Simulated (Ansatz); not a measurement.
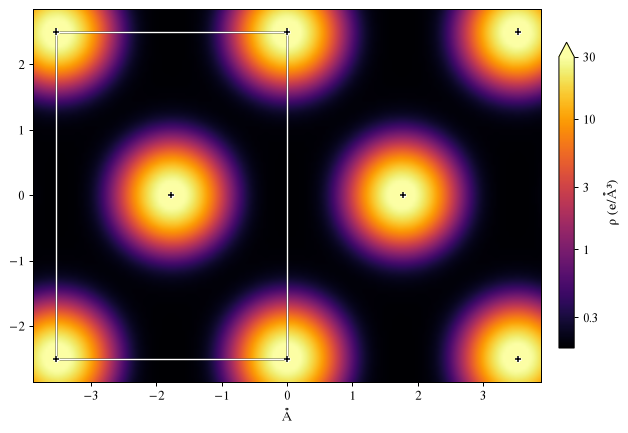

The valence charge density (pseudo) on a plane through atoms (crosses mark nuclei in the plane).

Method: DFT r2SCAN, scalar-relativistic, plane waves, PAW (Ansatz).

Candidates:
A. Hf, a = 3.54 Å, b = 3.54 Å, c = 3.54 Å, α = 90.00°, β = 90.00°, γ = 90.00°. Space group Im-3m.
B. SiNi, a = 4.46 Å, b = 4.46 Å, c = 4.46 Å, α = 90.00°, β = 90.00°, γ = 90.00°. Space group P2₁3; computed without spin polarisation.

Which system is this?

Candidate A: Hf on the (011̄) plane of the conventional cell, which holds Hf. Hf–Hf (3.06 Å): ρ is about 0.19 e/Å³ halfway.
